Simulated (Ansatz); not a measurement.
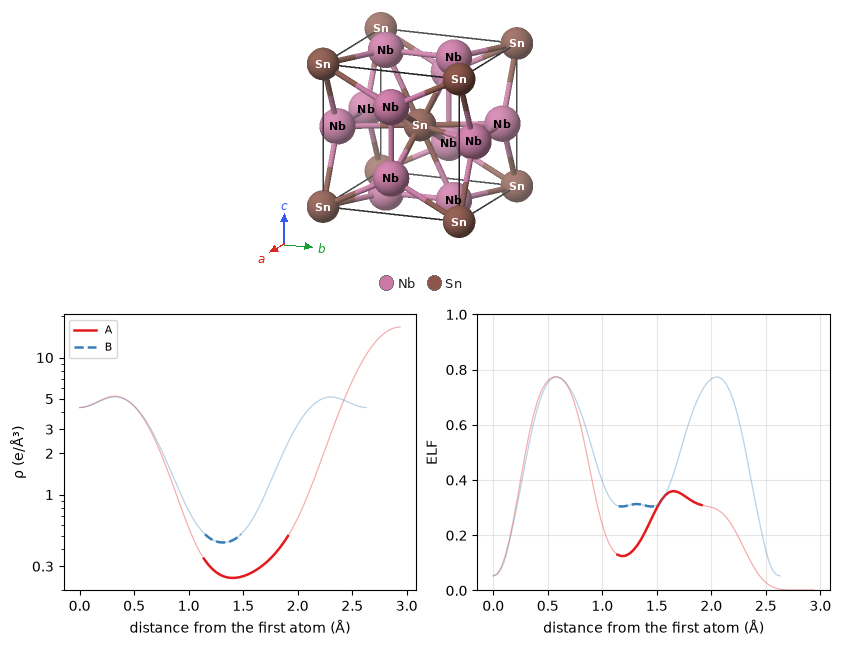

Figure 1: Nb₃Sn. Valence charge density (pseudo) and electron localisation function along straight lines between neighbouring atoms. Thin, pale parts lie inside the atomic spheres. The structure is drawn too.

Space group Pm-3n.

All numbers below come from DFT PBEsol, scalar-relativistic, plane waves, PAW in Ansatz 0.2.0.

Core electrons are frozen (PAW), and the valence fields are smoothed inside the atomic spheres.

Which curve belongs to which contact (Nb–Nb and Nb–Sn)? The first atom named is at distance zero.

Answer. Curve A: Nb–Sn (2.94 Å): the density is about 0.25 e/Å³ at the midpoint; the ELF is about 0.30 at the midpoint: no localised pair shows between them. Curve B: Nb–Nb (2.63 Å): ρ is about 0.45 e/Å³ halfway; the ELF is about 0.30 at the midpoint.
